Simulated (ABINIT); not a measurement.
Effective mass calculation, with input and output: MgO (part 2 of 2)

MgO (2 atoms in the cell); Kohn-Sham DFT of a periodic cell, PBEsol, PseudoDojo NC SR PBEsol v0.4.1 standard, no spin polarisation (ABINIT 10.8.3); cutoff 1034.03 eV, 8×8×8 k-mesh, fixed occupations. The structure derives from a Materials Project entry.

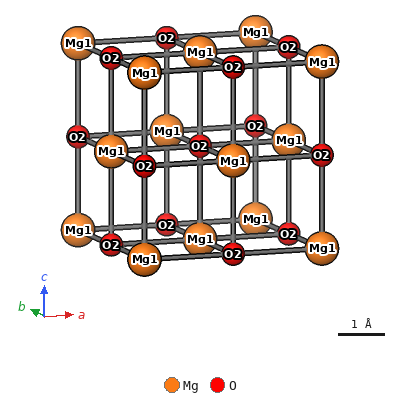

*The input geometry (ball-and-stick view of the cell 4 times as large as that of the calculation, set on its symmetry axes, seen slightly off an axis; atoms are numbered from 1 in the order of the input).*

## The program's output, continued
```
================================================================================
 Non-SCF case, kpt    1 (  0.00000  0.00000  0.00000), residuals and eigenvalues=
  1.51E-21  1.80E-21  6.94E-21  8.03E-22  2.14E-21  3.81E-21  4.80E-21  4.18E-21
  9.34E-21  1.28E-21  2.08E-21  1.33E-21  1.42E-14  4.17E-12
 -2.4684E+00 -1.2535E+00 -1.2535E+00 -1.2535E+00 -4.5845E-01  1.7368E-01
  1.7368E-01  1.7368E-01  3.4973E-01  7.5657E-01  7.5657E-01  7.5657E-01
  8.9385E-01  9.7221E-01

--- !ResultsGS
iteration_state: {dtset: 2, }
comment   : Summary of ground state results
lattice_vectors:
- [  0.0000000,   3.9627583,   3.9627583, ]
- [  3.9627583,   0.0000000,   3.9627583, ]
- [  3.9627583,   3.9627583,   0.0000000, ]
lattice_lengths: [   5.60419,    5.60419,    5.60419, ]
lattice_angles: [ 60.000,  60.000,  60.000, ] # degrees, (23, 13, 12)
lattice_volume:   1.2445798E+02
convergence: {deltae:  0.000E+00, res2:  0.000E+00, residm:  9.338E-21, diffor:  0.000E+00, }
etotal    :  -7.59117517E+01
entropy   :   0.00000000E+00
fermie    :   1.73675147E-01
cartesian_stress_tensor: null
pressure_GPa: null
xred      :
- [  0.0000E+00,   0.0000E+00,   0.0000E+00, Mg]
- [  5.0000E-01,   5.0000E-01,   5.0000E-01,  O]
cartesian_forces: null
force_length_stats: {min: null, max: null, mean: null, }
...

 Integrated electronic density in atomic spheres:
 ------------------------------------------------
 Atom  Sphere_radius  Integrated_density
    1        2.00000          8.41058677
    2        2.00000          6.29623274
================================================================================

 ----iterations are completed or convergence reached----

 Mean square residual over all n,k,spin=   33.333E-22; max=  93.381E-22
 reduced coordinates (array xred) for    2 atoms
       0.000000000000      0.000000000000      0.000000000000
       0.500000000000      0.500000000000      0.500000000000

 cartesian coordinates (angstrom) at end:
    1      0.00000000000000     0.00000000000000     0.00000000000000
    2      2.09700139129758     2.09700139129758     2.09700139129758
 length scales=  1.000000000000  1.000000000000  1.000000000000 bohr
              =  0.529177210544  0.529177210544  0.529177210544 angstroms
 Eigenvalues (hartree) for nkpt=   1  k points:
 kpt#   1, nband= 14, wtk=  1.00000, kpt=  0.0000  0.0000  0.0000 (reduced coord)
  -2.46843   -1.25351   -1.25351   -1.25351   -0.45845    0.17368    0.17368    0.17368
   0.34973    0.75657    0.75657    0.75657    0.89385    0.97221

================================================================================
== DATASET  3 ==================================================================

--- !DatasetInfo
iteration_state: {dtset: 3, }
dimensions: {natom: 2, nkpt: 1, mband: 14, nsppol: 1, nspinor: 1, nspden: 1, mpw: 1411, }
cutoff_energies: {ecut:  38.0, pawecutdg:  -1.0, }
electrons: {nelect:   1.60000000E+01, charge:   0.00000000E+00, occopt:   1.00000000E+00, tsmear:   1.00000000E-02, }
meta: {optdriver: 1, rfelfd: 2, }
...

 mkfilename : getwfk/=0, take file _WFK from output of DATASET   2.

 mkfilename : getden/=0, take file _DEN from output of DATASET   1.

 Real(R)+Recip(G) space primitive vectors, cartesian coordinates (Bohr,Bohr^-1):
 R(1)=  0.0000000  3.9627583  3.9627583  G(1)= -0.1261747  0.1261747  0.1261747
 R(2)=  3.9627583  0.0000000  3.9627583  G(2)=  0.1261747 -0.1261747  0.1261747
 R(3)=  3.9627583  3.9627583  0.0000000  G(3)=  0.1261747  0.1261747 -0.1261747
 Unit cell volume ucvol=  1.2445798E+02 bohr^3
 Angles (23,13,12)=  6.00000000E+01  6.00000000E+01  6.00000000E+01 degrees
 setup1 : take into account q-point for computing boxcut.

 getcut: wavevector=  0.0000  0.0000  0.0000  ngfft=  32  32  32
         ecut(hartree)=     38.000   => boxcut(ratio)=   2.05769

--- Pseudopotential description ------------------------------------------------
- pspini: atom type   1  psp file is ./Mg.upf
  12.00000  10.00000  180301                  znucl, zion, pspdat
12 -116133 1 -1 1510                          pspcod,pspxc,lmax,lloc,mmax
     nproj     2     2     0

- pspini: atom type   2  psp file is ./O.upf
   8.00000   6.00000  180301                  znucl, zion, pspdat
12 -116133 2 -1 936                           pspcod,pspxc,lmax,lloc,mmax
     nproj     2     2     1

--------------------------------------------------------------------------------

 ==>  initialize data related to q vector <==

 The list of irreducible perturbations for this q vector is:
    1)    idir= 1    ipert=   3
    2)    idir= 2    ipert=   3
    3)    idir= 3    ipert=   3

================================================================================

--------------------------------------------------------------------------------
 Perturbation wavevector (in red.coord.)   0.000000  0.000000  0.000000
 Perturbation : derivative vs k along direction   1
 The set of symmetries contains only one element for this perturbation.
 symkpt : not enough symmetry to change the number of k points.

--------------------------------------------------------------------------------

--------------------------------------------------------------------------------

 Initialisation of the first-order wave-functions :
  ireadwf=   0

--- !BeginCycle
iteration_state: {dtset: 3, }
solver: {iscf: -3, nstep: 200, nline: 4, wfoptalg: 0, }
tolerances: {tolwfr: 1.00E-20, }
...

     iter   2DEtotal(Ha)        deltaE(Ha) residm    vres2
-ETOT  1  -46.828573864754     -4.683E+01 1.629E-02 0.000E+00
 ETOT  2  -46.831338533949     -2.765E-03 3.301E-06 0.000E+00
 ETOT  3  -46.831339193650     -6.597E-07 1.755E-09 0.000E+00
 ETOT  4  -46.831339193914     -2.638E-10 4.234E-13 0.000E+00
 ETOT  5  -46.831339193914     -6.395E-14 3.660E-16 0.000E+00
 ETOT  6  -46.831339193914     -4.974E-14 9.672E-20 0.000E+00
 ETOT  7  -46.831339193914      7.105E-15 9.320E-21 0.000E+00

 At SCF step    7   max residual=  9.32E-21 < tolwfr=  1.00E-20 =>converged.
================================================================================

 ----iterations are completed or convergence reached----

 Mean square residual over all n,k,spin=   20.622E-22; max=  93.197E-22
 dfpt_looppert : ek2=    6.0335901567E+01
          f-sum rule ratio=    1.5224657827E+00
 Expectation of eigenvalue derivatives (hartree) for nkpt=   1  k points:
  (in case of degenerate eigenvalues, averaged derivative)
 kpt#   1, nband= 14, wtk=  1.00000, kpt=  0.0000  0.0000  0.0000 (reduced coord)
   0.00000    0.00000    0.00000    0.00000   -0.00000    0.00000    0.00000    0.00000
   0.00000    0.00000    0.00000    0.00000    0.00000   -0.00000

 2DEtotal=   -0.4683133919E+02 Ha. Also 2DEtotal=   -0.127434565922E+04 eV
    (  non-var. 2DEtotal :   -4.6831339194E+01 Ha)

--------------------------------------------------------------------------------
 Perturbation wavevector (in red.coord.)   0.000000  0.000000  0.000000
 Perturbation : derivative vs k along direction   2
 The set of symmetries contains only one element for this perturbation.
 symkpt : not enough symmetry to change the number of k points.

--------------------------------------------------------------------------------

--------------------------------------------------------------------------------

 Initialisation of the first-order wave-functions :
  ireadwf=   0

--- !BeginCycle
iteration_state: {dtset: 3, }
solver: {iscf: -3, nstep: 200, nline: 4, wfoptalg: 0, }
tolerances: {tolwfr: 1.00E-20, }
...

     iter   2DEtotal(Ha)        deltaE(Ha) residm    vres2
-ETOT  1  -46.828267390853     -4.683E+01 1.836E-02 0.000E+00
 ETOT  2  -46.831338384996     -3.071E-03 7.483E-06 0.000E+00
 ETOT  3  -46.831339190865     -8.059E-07 1.694E-09 0.000E+00
 ETOT  4  -46.831339191202     -3.372E-10 1.306E-12 0.000E+00
 ETOT  5  -46.831339191203     -1.918E-13 4.051E-16 0.000E+00
 ETOT  6  -46.831339191203      1.137E-13 3.277E-19 0.000E+00
 ETOT  7  -46.831339191203      3.553E-14 9.320E-21 0.000E+00

 At SCF step    7   max residual=  9.32E-21 < tolwfr=  1.00E-20 =>converged.
================================================================================

 ----iterations are completed or convergence reached----

 Mean square residual over all n,k,spin=   39.584E-22; max=  93.197E-22
 dfpt_looppert : ek2=    6.0335901567E+01
          f-sum rule ratio=    1.5224657826E+00
 Expectation of eigenvalue derivatives (hartree) for nkpt=   1  k points:
  (in case of degenerate eigenvalues, averaged derivative)
 kpt#   1, nband= 14, wtk=  1.00000, kpt=  0.0000  0.0000  0.0000 (reduced coord)
  -0.00000   -0.00000   -0.00000   -0.00000   -0.00000   -0.00000   -0.00000   -0.00000
   0.00000   -0.00000   -0.00000   -0.00000   -0.00000    0.00000

 2DEtotal=   -0.4683133919E+02 Ha. Also 2DEtotal=   -0.127434565915E+04 eV
    (  non-var. 2DEtotal :   -4.6831339191E+01 Ha)

--------------------------------------------------------------------------------
 Perturbation wavevector (in red.coord.)   0.000000  0.000000  0.000000
 Perturbation : derivative vs k along direction   3
 The set of symmetries contains only one element for this perturbation.
 symkpt : not enough symmetry to change the number of k points.

--------------------------------------------------------------------------------

--------------------------------------------------------------------------------

 Initialisation of the first-order wave-functions :
  ireadwf=   0

--- !BeginCycle
iteration_state: {dtset: 3, }
solver: {iscf: -3, nstep: 200, nline: 4, wfoptalg: 0, }
tolerances: {tolwfr: 1.00E-20, }
...

     iter   2DEtotal(Ha)        deltaE(Ha) residm    vres2
-ETOT  1  -46.828709734766     -4.683E+01 1.865E-02 0.000E+00
 ETOT  2  -46.831338685503     -2.629E-03 4.648E-06 0.000E+00
 ETOT  3  -46.831339208640     -5.231E-07 1.467E-09 0.000E+00
 ETOT  4  -46.831339208810     -1.706E-10 3.747E-13 0.000E+00
 ETOT  5  -46.831339208810     -1.208E-13 3.660E-16 0.000E+00
 ETOT  6  -46.831339208810     -2.132E-14 9.672E-20 0.000E+00
 ETOT  7  -46.831339208810     -2.132E-14 9.320E-21 0.000E+00

 At SCF step    7   max residual=  9.32E-21 < tolwfr=  1.00E-20 =>converged.
================================================================================

 ----iterations are completed or convergence reached----

 Mean square residual over all n,k,spin=   24.661E-22; max=  93.198E-22
 dfpt_looppert : ek2=    6.0335901567E+01
          f-sum rule ratio=    1.5224657832E+00
 Expectation of eigenvalue derivatives (hartree) for nkpt=   1  k points:
  (in case of degenerate eigenvalues, averaged derivative)
 kpt#   1, nband= 14, wtk=  1.00000, kpt=  0.0000  0.0000  0.0000 (reduced coord)
   0.00000    0.00000    0.00000    0.00000   -0.00000   -0.00000   -0.00000   -0.00000
  -0.00000    0.00000    0.00000    0.00000   -0.00000    0.00000

 2DEtotal=   -0.4683133921E+02 Ha. Also 2DEtotal=   -0.127434565963E+04 eV
    (  non-var. 2DEtotal :   -4.6831339209E+01 Ha)

 CALCULATION OF EFFECTIVE MASSES
 NOTE : Additional infos (eff. mass eigenvalues, eigenvectors and, if degenerate, average mass) are available in stdout.

 COMMENTS:
 - At k-point ( 0.000, 0.000, 0.000), bands     6 through     8
   are DEGENERATE (effective mass tensor is therefore not defined).
   See Section IIIB Eqs. (67)-(70) and Appendix E of PRB 93 205147 (2016).
 - Angular average effective mass for Frohlich model is to be averaged over degenerate bands. See later.
 - Associated theta integrals calculated with ntheta=    100 points.

 K-point ( 0.000, 0.000, 0.000) | band =     6
 Transport equivalent effective mass tensor:
             -0.3608705784              0.0000000055              0.0000000053
              0.0000000055             -0.3608705828              0.0000000053
              0.0000000053              0.0000000053             -0.3608705938
 Transport equivalent effective mass tensor eigenvalues:
             -0.3608705965             -0.3608705864             -0.3608705722
 Angular average effective mass 1/(<1/m>)=  -0.3553603959
 Angular average effective mass for Frohlich model (<m**0.5>)**2=  -0.3557373649
 Effective masses along directions: (cart. coord. / red. coord. -> eff. mass)
    1:   1.000000  0.000000  0.000000 /   0.000000  0.707107  0.707107 ->  -0.3899914578
    2:   0.000000  1.000000  0.000000 /   0.707107  0.000000  0.707107 ->  -0.3899914691
    3:   0.000000  0.000000  1.000000 /   0.707107  0.707107  0.000000 ->  -0.3899914731
    4:   0.707107  0.707107  0.000000 /   0.408248  0.408248  0.816497 ->  -0.3485185781
    5:   0.577350  0.577350  0.577350 /   0.577350  0.577350  0.577350 ->  -0.3365873404

 K-point ( 0.000, 0.000, 0.000) | band =     7
 Transport equivalent effective mass tensor:
             -2.9946300949              0.0000000207              0.0000000111
              0.0000000207             -2.9942787063              0.0000000099
              0.0000000111              0.0000000099             -2.9955747106
 Transport equivalent effective mass tensor eigenvalues:
             -2.9955747106             -2.9946300949             -2.9942787063
 Angular average effective mass 1/(<1/m>)=  -2.3070505102
 Angular average effective mass for Frohlich model (<m**0.5>)**2=  -2.3322281932
 Effective masses along directions: (cart. coord. / red. coord. -> eff. mass)
    1:   1.000000  0.000000  0.000000 /   0.000000  0.707107  0.707107 ->  -2.0759401821
    2:   0.000000  1.000000  0.000000 /   0.707107  0.000000  0.707107 ->  -2.0759401818
    3:   0.000000  0.000000  1.000000 /   0.707107  0.707107  0.000000 ->  -2.0759401815
    4:   0.707107  0.707107  0.000000 /   0.408248  0.408248  0.816497 ->  -2.0759401801
    5:   0.577350  0.577350  0.577350 /   0.577350  0.577350  0.577350 ->  -3.5933695770

 K-point ( 0.000, 0.000, 0.000) | band =     8
 Transport equivalent effective mass tensor:
             -7.9619610638             -0.0000000249             -0.0000000136
             -0.0000000249             -7.9623099000              0.0000000085
             -0.0000000136              0.0000000085             -7.9591143075
 Transport equivalent effective mass tensor eigenvalues:
             -7.9623099000             -7.9619610638             -7.9591143075
 Angular average effective mass 1/(<1/m>)=  -3.5704200905
 Angular average effective mass for Frohlich model (<m**0.5>)**2=  -3.7637121680
 Effective masses along directions: (cart. coord. / red. coord. -> eff. mass)
    1:   1.000000  0.000000  0.000000 /   0.000000  0.707107  0.707107 ->  -2.0759402036
    2:   0.000000  1.000000  0.000000 /   0.707107  0.000000  0.707107 ->  -2.0759402035
    3:   0.000000  0.000000  1.000000 /   0.707107  0.707107  0.000000 ->  -2.0759402036
    4:   0.707107  0.707107  0.000000 /   0.408248  0.408248  0.816497 ->  -5.6631337097
    5:   0.577350  0.577350  0.577350 /   0.577350  0.577350  0.577350 ->  -3.5933704804

 Angular average effective mass for Frohlich model, averaged over degenerate bands.
 Value of     (<<m**0.5>>)**2 =     1.834787E+00
 Absolute Value of <<m**0.5>> =     1.354543E+00

 K-point ( 0.000, 0.000, 0.000) | band =     9
 Effective mass tensor:
              0.3491755512             -0.0000000063             -0.0000000064
             -0.0000000063              0.3491755512             -0.0000000064
             -0.0000000064             -0.0000000064              0.3491755511
 Effective mass tensor eigenvalues:
              0.3491755384              0.3491755575              0.3491755575
 Angular average effective mass 1/(<1/m>)=   0.3491755512
 Angular average effective mass for Frohlich model (<m**0.5>)**2=   0.3491755512
 Effective masses along directions: (cart. coord. / red. coord. -> eff. mass)
    1:   1.000000  0.000000  0.000000 /   0.000000  0.707107  0.707107 ->   0.3491755512
    2:   0.000000  1.000000  0.000000 /   0.707107  0.000000  0.707107 ->   0.3491755512
    3:   0.000000  0.000000  1.000000 /   0.707107  0.707107  0.000000 ->   0.3491755511
    4:   0.707107  0.707107  0.000000 /   0.408248  0.408248  0.816497 ->   0.3491755448
    5:   0.577350  0.577350  0.577350 /   0.577350  0.577350  0.577350 ->   0.3491755384

 END OF EFFECTIVE MASSES SECTION

================================================================================

 ---- first-order wavefunction calculations are completed ----

 Total localisation tensor (bohr^2) in cartesian coordinates
  WARNING : still subject to testing - especially symmetries.
      direction              matrix element
   alpha     beta       real part   imaginary part
     1        1       1.8542942637   -0.0000000000
     1        2       0.9271471320   -0.0000000000
     1        3       0.9271471317    0.0000000000
     2        1       0.9271471320   -0.0000000000
     2        2       1.8542942638   -0.0000000000
     2        3       0.9271471318    0.0000000000
     3        1       0.9271471317    0.0000000000
     3        2       0.9271471318    0.0000000000
     3        3       1.8542942635    0.0000000000

 respfn : d/dk was computed, but no 2DTE, so no DDB output.

== END DATASET(S) ==============================================================
================================================================================

 -outvars: echo values of variables after computation  --------
            acell      1.0000000000E+00  1.0000000000E+00  1.0000000000E+00 Bohr
           etotal1    -7.5911751711E+01
           etotal3    -4.6831339209E+01
            fcart1    -0.0000000000E+00 -0.0000000000E+00 -0.0000000000E+00
                      -0.0000000000E+00 -0.0000000000E+00 -0.0000000000E+00
            rprim      0.0000000000E+00  3.9627583152E+00  3.9627583152E+00
                       3.9627583152E+00  0.0000000000E+00  3.9627583152E+00
                       3.9627583152E+00  3.9627583152E+00  0.0000000000E+00
           strten1    -3.1959309054E-05 -3.1959309054E-05 -3.1959309054E-05
                       0.0000000000E+00  0.0000000000E+00  0.0000000000E+00
           xangst      0.0000000000E+00  0.0000000000E+00  0.0000000000E+00
                       2.0970013913E+00  2.0970013913E+00  2.0970013913E+00
             xred      0.0000000000E+00  0.0000000000E+00  0.0000000000E+00
                       5.0000000000E-01  5.0000000000E-01  5.0000000000E-01
 Calculation completed.
```

The run was set up as follows.

## Input file
```
# Datasets
ndtset 3

# Pseudopotentials
pp_dirpath "./"
pseudos "Mg.upf, O.upf"

# Structure
acell 3*1.0
rprim
     0.0000000000     3.9627583152     3.9627583152
     3.9627583152     0.0000000000     3.9627583152
     3.9627583152     3.9627583152     0.0000000000
ntypat 2
znucl 12 8
natom 2
typat 1 2
xred
            0.0            0.0            0.0
            1/2            1/2            1/2

# Plane-wave basis
ecut 38.0

# Exchange and correlation
ixc -116133

# Bands and occupations
occopt 1

# SCF cycle
nstep 80
diemac 6.0

# Output
iomode 3
prteig 0
prtebands 0

# Dataset 1: ground state
kptopt1 1
ngkpt1 8 8 8
nshiftk1 1
shiftk1 0.0 0.0 0.0
nband1 8
tolvrs1 1.0e-14
prtden1 1
prtwf1 0

# Datasets 2 and 3: the band edges
kptopt2 0
nkpt2 1
kpt2
  0.0 0.0 0.0
istwfk2 1*1
nband2 14
getden2 1
kptopt3 0
nkpt3 1
kpt3
  0.0 0.0 0.0
istwfk3 1*1
nband3 14
getden3 1

# Dataset 2: bands at fixed density
iscf2 -2
nbdbuf2 2
tolwfr2 1.0e-20
nstep2 200

# Dataset 3: effective masses
iscf3 -3
getwfk3 2
rfelfd3 2
rfdir3 1 1 1
nqpt3 1
qpt3 0.0 0.0 0.0
tolwfr3 1.0e-20
nbdbuf3 2
nstep3 200
efmas3 1
efmas_bands3 6 9
efmas_calc_dirs3 1
efmas_n_dirs3 5
efmas_dirs3
  1 0 0
  0 1 0
  0 0 1
  1 1 0
  1 1 1
efmas_ntheta3 100
prtwf3 0
prtden3 0
prtpot3 0
```

Run as:
```bash
abinit run.abi > log 2>&1
```

## Key numbers

| quantity | value |
| --- | --- |
| outcome | converged |
| space group (tolerance 0.01 Å) | Fm-3m (225) |
| electrons treated | 16 |
| free energy | −2065.6640 eV |
| Fermi energy of the self-consistent step | 4.726 eV |
| pressure | 0.94 GPa |
| largest force (length of the vector) | under 0.001 eV/Å |
| hardware | 1 thread of Arm Neoverse V1, 24 GiB of memory available, shared host |
| wall time | 13 s |
| peak memory | 0.1 GiB |
